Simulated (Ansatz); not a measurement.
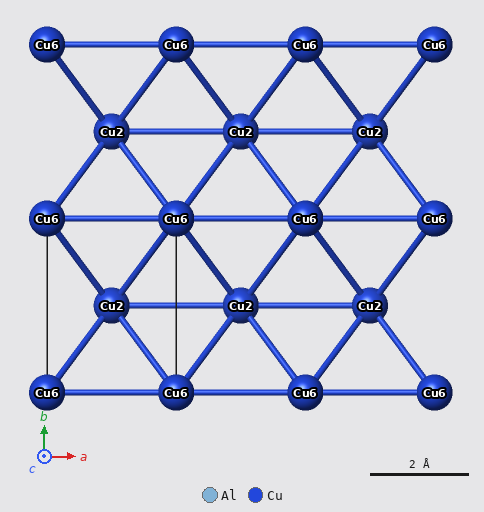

Starting structure of a crystal of AlCu5 (a generated structure, set up in Pmmm). Style: ball-and-stick. Shown: the cell of the calculation, repeated 3 × 2 × 1 with one cell outlined, along the c axis.

These are results of DFT PBE, scalar-relativistic, plane waves, PAW in Ansatz, not measurements.

Input
```yaml
crystal:
  lattice:
    - [2.6548894431, 0.0, 0.0]
    - [0.0, 3.5763012524, 0.0]
    - [0.0, 0.0, 7.8354949092]
  atoms:
    - { symbol: Al, position: [0.5, 0.5, 0.5] }
    - { symbol: Cu, position: [0.5, 0.5, 0.8363362798] }
    - { symbol: Cu, position: [0.0, 0.0, 0.6704430126] }
    - { symbol: Cu, position: [0.0, 0.0, 0.3295569874] }
    - { symbol: Cu, position: [0.5, 0.5, 0.1636637202] }
    - { symbol: Cu, position: [0.0, 0.0, 0.0] }
basis:
  ecutwfc: 420
kpoints:
  mp_grid: { grid: [16, 12, 6] }
hamiltonian:
  xc: pbe
scf:
  occupations: { method: fermi_dirac, width: 0.15 }
output:
  forces: true
  stress: true
  eigenvalues: true
relax:
  adjacent_minimum: "off"
  f_tol: 0.001
  max_steps: 60
  cell: { stress_tol: 0.01 }
```

Launched with:
```bash
ansatz run input.yaml --threads 4 --pin off --max-ram 8192MiB --backend cpu --events-out ev --progress --plain --runs-dir out
```

> Where does the relaxation end?

No atom moves by more than 0.005 Å relative to the cell. The drawn cell changes at constant volume: a 2.655 → 2.671 Å (+0.6 %), b 3.576 → 3.551 Å (−0.7 %), c 7.835 → 7.849 Å (+0.2 %). Some distances before and after: Cu2–Cu2 2.655 → 2.671 Å, Al1–Al1 2.655 → 2.671 Å, Cu3–Cu6 2.582 → 2.588 Å, Cu2–Cu5 2.565 → 2.570 Å. The space group stays Pmmm (No. 47). The energy falls by 0.2 meV per atom in 4 accepted moves (6 points after the start). Largest force component: 0.014 eV/Å at the start, 0.0001 eV/Å at the end. Pressure: 0.07 GPa at the start and 0.00 GPa at the end. The line search rejected the trial step at point 3 of the run. At 1 point the geometry stayed and the basis and grid were re-selected for the new cell (energy shift of less than 0.05 meV per atom at most each time).

History of the run:

```tsv
step	E − E(0), meV/atom	largest force component, eV/Å	pressure, GPa	volume, Å³/atom	note
0	0.00	0.0135	0.07	12.399	
1	-0.06	0.0075	0.02	12.404	
2	-0.15	0.0061	0.10	12.396	
3	-0.13	0.0145	-0.16	12.420	rejected
4	-0.15	0.0040	0.02	12.403	
5	-0.15	0.0001	0.00	12.405	
6	-0.15	0.0001	0.00	12.405	same geometry, new basis
```

Final geometry:

```
CELL_PARAMETERS angstrom
2.67084 0.00000 0.00000
0.00000 3.55053 0.00000
0.00000 0.00000 7.84865
ATOMIC_POSITIONS crystal
Al 0.50000 0.50000 0.50000
Cu 0.50000 0.50000 0.83629
Cu 0.00000 0.00000 0.67027
Cu 0.00000 0.00000 0.32973
Cu 0.50000 0.50000 0.16371
Cu 0.00000 0.00000 0.00000
```
